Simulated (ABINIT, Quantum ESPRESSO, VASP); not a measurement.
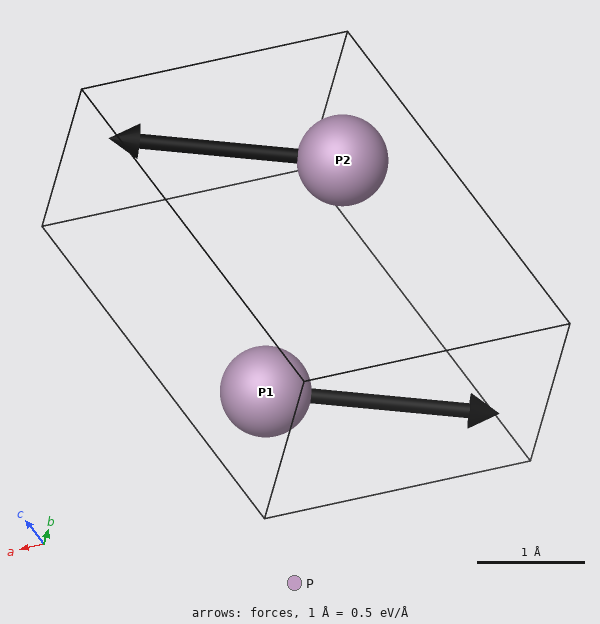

P (2 atoms) with its atoms moved off their places at random, by some hundredths of an ångström. The arrows are the forces from ABINIT (JTH PAW PBE v2.0). The parent cell is a structure listed in the Materials Project. This isn't the form of P at room conditions, which is orthorhombic.

```
P
1.0
    -1.69151    2.51517    1.85894
     1.69151   -2.51517    1.85894
     1.69151    2.51517   -1.85894
P
2
Direct
  0.69922 0.96152 0.77182
  0.30243 0.04905 0.24301
```

The same cell was run in three programs or potential sets. Alike in all runs: functional PBE; k mesh 11 × 11 × 11 on the run's cell of 2 atoms; occupations fermi-dirac, width 0.05 eV; no spin polarisation; no spin-orbit coupling. The table gives the Cartesian components of the force on P1; with the net force removed, that on P2 is equal and opposite.

| program | Fx on P1 (eV/Å) | Fy on P1 (eV/Å) | Fz on P1 (eV/Å) |
| --- | --- | --- | --- |
| ABINIT (JTH PAW PBE v2.0) | -0.674 | -0.044 | 0.595 |
| Quantum ESPRESSO (SSSP 1.3 efficiency) | ? | ? | ? |
| VASP (PBE potentials, release 64 P) | -0.664 | -0.044 | 0.552 |

Question: Estimate the row of Quantum ESPRESSO (SSSP 1.3 efficiency).

Answer: (-0.680, -0.046, 0.619) eV/Å on P1. The medians of the other rows are -0.669, -0.044, 0.574 eV/Å.

Question: How well do the programs agree?

Answer: The size of the force spans 0.865 to 0.921 eV/Å. Against the median force vectors, the rows deviate by 0.025 eV/Å rms as a rule, and VASP (PBE potentials, release 64 P) most, by 0.044 eV/Å. With one functional throughout, the spread comes from potentials, basis sets and numerical settings. Deviations count direction as well as size.
